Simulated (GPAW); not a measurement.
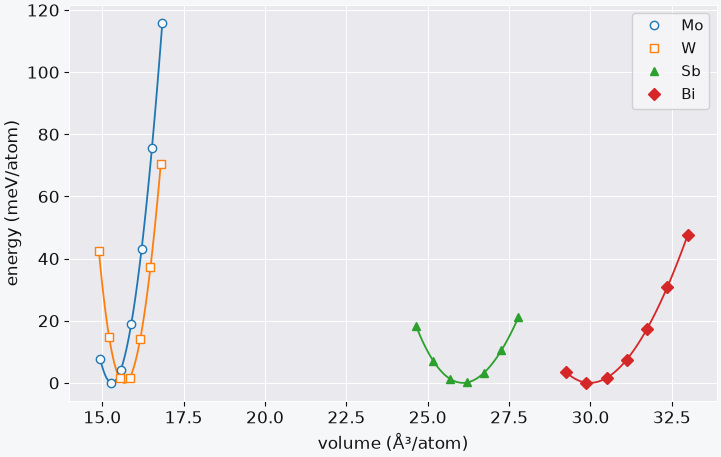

How it was computed, with GPAW 26.7.0: PAW DFT in plane waves, on a grid or in atomic orbitals, no spin polarisation; energies at scaled volumes of the given cell, shape and fractions fixed, counted from the fit's minimum, third-order Birch-Murnaghan fit. Level: PBEsol.

occupations Fermi–Dirac; smearing width 0.05 eV; potentials PAW data sets made by gpaw setup for the functional; wave cutoff 600 eV.

Figure. Energy against volume, with one curve for each element, for Bi, Mo, Sb and W (all in space group Im-3m (No. 229)).

Settings that differ: Mo: k mesh 12×12×12; W: k mesh 12×12×12; Sb: k mesh 10×10×10; Bi: k mesh 9×9×9.

The fitted equilibrium volumes, smallest first, are Mo 15.296, W 15.683, Sb 26.081, Bi 29.980 Å³/atom. The fitted bulk moduli, smallest first, are Bi 59.7, Sb 67.3, Mo 280.6, W 317.9 GPa.

Caveats: spin-orbit coupling left out, heavy elements (Bi).
